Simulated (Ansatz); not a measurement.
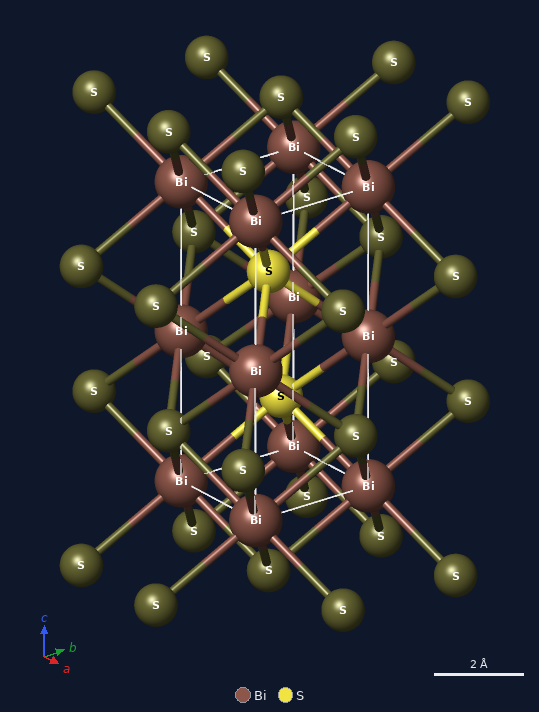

An orthographic ball-and-stick view of the structure, slightly off an axis. The conventional unit cell is drawn as a box. The bonded neighbours beyond the faces are included, in fainter colours.

BiS, nickel arsenide (NiAs) type, space group P6_3/mmc (No. 194), a = 4.253 Å, b = 4.253 Å, c = 6.938 Å, α = 90.00°, β = 90.00°, γ = 120.00°. Provenance: a structure type filled with these elements by a generator (whether the compound takes this form wasn't checked). Earlier steps of the study, as a rule a relaxation of our own, may have changed the cell and positions, so they can lie some per cent off the listed ones. It was run through Ansatz as a DFT input.

This one geometry was computed with Ansatz (DFT, plane waves, PAW) at five levels of theory: PBE with spin-orbit coupling, PBEsol, LDA, r2SCAN and PBE.

### Which level gives the highest pressure at this volume, and what does that say about its equilibrium volume?

Highest: PBE with spin-orbit coupling (1.2 GPa), which points to the largest equilibrium volume. Lowest, with the smallest volume: LDA (-4.2 GPa). Levels within 0.5 GPa of each other can't be told apart.

### How does the band gap change with the level of theory?

All levels give a metal, though semilocal functionals underestimate gaps and can close a small one.

### Collect the results in a table.

| level | cutoff (eV) | k-mesh of the run's cell | gap (eV) | pressure (GPa) |
| --- | --- | --- | --- | --- |
| PBE with spin-orbit coupling | 420 | 10×10×6 | metal | 1.2 |
| PBEsol | 420 | 10×10×6 | metal | -2.8 |
| LDA | 420 | 10×10×6 | metal | -4.2 |
| r2SCAN | 500 | 10×10×6 | metal | -1.0 |
| PBE | 420 | 10×10×6 | metal | 0.0 |

Gaps are taken on the k-mesh or band path of each run.
